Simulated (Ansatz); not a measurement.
Input

```
crystal:
  lattice:
    - [-1.5809558382, 1.5809558382, 4.2773620346]
    - [1.5809558382, -1.5809558382, 4.2773620346]
    - [1.5809558382, 1.5809558382, -4.2773620346]
  atoms:
    - { symbol: Ru, position: [0.0, 0.0, 0.0] }
    - { symbol: Al, position: [0.34079781, 0.34079781, 0.0] }
    - { symbol: Al, position: [0.65920219, 0.65920219, 0.0] }
hamiltonian:
  xc: pbesol
  pseudopotentials: { kind: paw }
kpoints:
  mp_grid: { grid: [12, 12, 12] }
scf:
  occupations: { method: fermi_dirac, width: 0.05 }
output:
  forces: true
  stress: true
  eigenvalues: true
  write_density: true
  write_potential: true
  elf: true
  volumetric_format: npy
```

Command:

```sh
ansatz run input.yaml --threads 2 --pin off --max-ram 5632MiB --backend cpu --events-out ev --progress --plain --runs-dir out
```

Below, planes, directions and counts refer to the conventional cell (a = 3.16 Å, b = 3.16 Å, c = 8.55 Å, α = 90.00°, β = 90.00°, γ = 90.00°).

Space group I4/mmm; a structure from a database of computed crystals, not necessarily the ambient phase; computed pressure about −7 GPa in this cell.

Method: Kohn-Sham DFT of a periodic cell, PBEsol, Ansatz PAW in Ansatz.

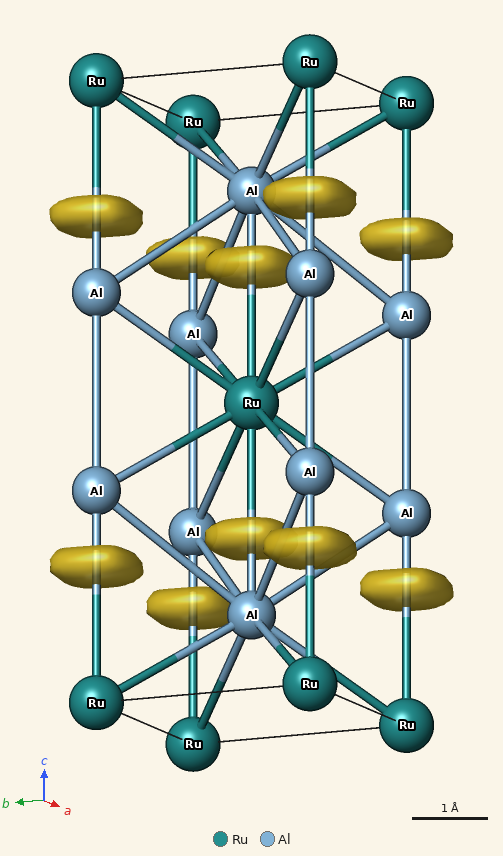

Al$_{2}$Ru. Isosurface of the electron localisation function at 0.65 (yellow), seen at an oblique angle. Core shells and regions of very low density are left out. Sticks mark near contacts.

Describe the localisation domains.

Answer. The surface consists of four lobes of the valence shell of Al pointing towards Ru (polar bonds), counted in one cell of 6 atoms. Regions shared between cells count once. Profiles from the grid: Al–Ru (2.62 Å): the ELF is about 0.40 at the midpoint. Al–Al (2.72 Å): the ELF reaches about 0.55 near the midpoint.

Metal or insulator at this level of theory?

Answer. It is gapless in this calculation (a metal or semimetal).
